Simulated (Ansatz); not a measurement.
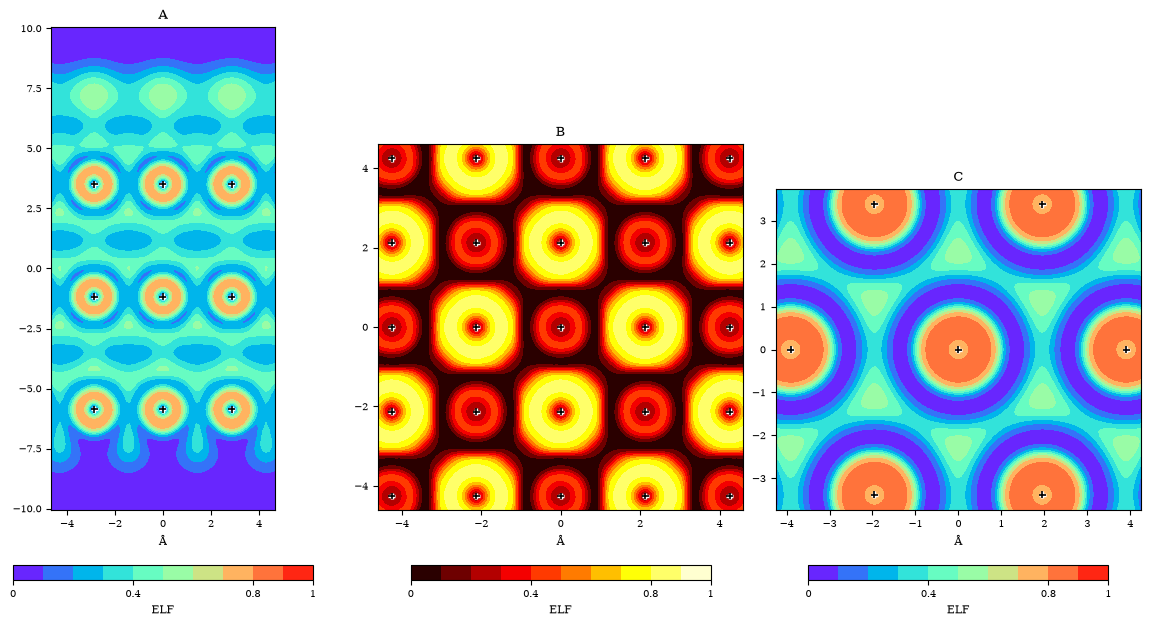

The electron localisation function of 3 systems, each on a plane through atoms (crosses mark nuclei in the plane).

All numbers below come from Ansatz, DFT PBE, scalar-relativistic, plane waves, PAW.

System 1: MgO, the (001) plane of the conventional cell. Space group Fm-3m; a generated structure, not necessarily the stable one.

```yaml
crystal:
  lattice:
    - [4.25370, 0.00000, 0.00000]
    - [0.00000, 4.25370, 0.00000]
    - [0.00000, 0.00000, 4.25370]
  atoms:
    - { symbol: Mg, position: [0.00000, 0.00000, 0.00000] }
    - { symbol: Mg, position: [0.50000, 0.50000, 0.00000] }
    - { symbol: Mg, position: [0.50000, 0.00000, 0.50000] }
    - { symbol: Mg, position: [0.00000, 0.50000, 0.50000] }
    - { symbol: O, position: [0.50000, 0.00000, 0.00000] }
    - { symbol: O, position: [0.00000, 0.50000, 0.00000] }
    - { symbol: O, position: [0.00000, 0.00000, 0.50000] }
    - { symbol: O, position: [0.50000, 0.50000, 0.50000] }
```

System 2: Ca, the (111) plane of the conventional cell. Space group Fm-3m.

```
Ca
1.0
     5.52479    0.00000    0.00000
     0.00000    5.52479    0.00000
     0.00000    0.00000    5.52479
Ca
4
Cartesian
  0.0000 0.0000 0.0000
  2.7624 2.7624 0.0000
  2.7624 0.0000 2.7624
  0.0000 2.7624 2.7624
```

System 3: Nb (slab), the (100) plane of the calculation cell, a cut from vacuum to vacuum. Not relaxed (largest force 0.4 eV/Å).

> Which map belongs to which system?

Panel A is system 3, Nb: the plane holds Nb. Nb–Nb (2.87 Å): the ELF is about 0.30 at the midpoint; no shared electron pair shows on this line. Panel B is system 1, MgO: the plane holds Mg and O. Mg–O (2.13 Å): the ELF peaks at about 0.85 in the valence shell of O, 0.6 Å from its nucleus, and is about 0.35 at the midpoint (a closed-shell, largely ionic contact). Panel C is system 2, Ca: the plane holds Ca. Ca–Ca (3.91 Å): the ELF is about 0.35 at the midpoint: no localised pair shows between them.
